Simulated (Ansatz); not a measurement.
```
Sc Al
1.0
     3.37035    0.00000    0.00000
     0.00000    3.37035    0.00000
     0.00000    0.00000    3.37035
Sc Al
1 1
Direct
  0.50000 0.50000 0.50000
  0.00000 0.00000 0.00000
```

Space group Pm-3m; a structure from a database of computed crystals, not necessarily the ambient phase.

These are results of DFT r2SCAN, scalar-relativistic, plane waves, PAW in Ansatz 0.2.0, not measurements.

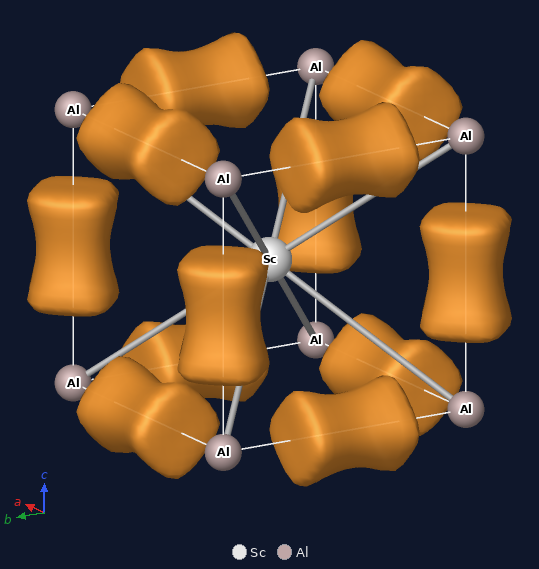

ScAl. Isosurface of the electron localisation function at 0.7 (orange), seen at an oblique angle. Only the valence region is drawn (cores and ρ < 0.01 e/Å³ removed). Sticks mark near contacts.

Core electrons are frozen (PAW), and the valence fields are smoothed inside the atomic spheres.

> Where are the electrons localised?

At this value the surface marks out three pockets between the atoms, centred on no nucleus (multi-centre or interstitial), counted in one cell of 2 atoms. Regions shared between cells count once. Along the contacts the grid gives the following. Sc–Al (2.92 Å): the ELF peaks at about 0.60 in the valence shell of Al, 1.1 Å from its nucleus, and is about 0.30 at the midpoint (no localised pair shows between them).

> Metal or insulator at this level of theory?

It is gapless in this calculation (a metal or semimetal).
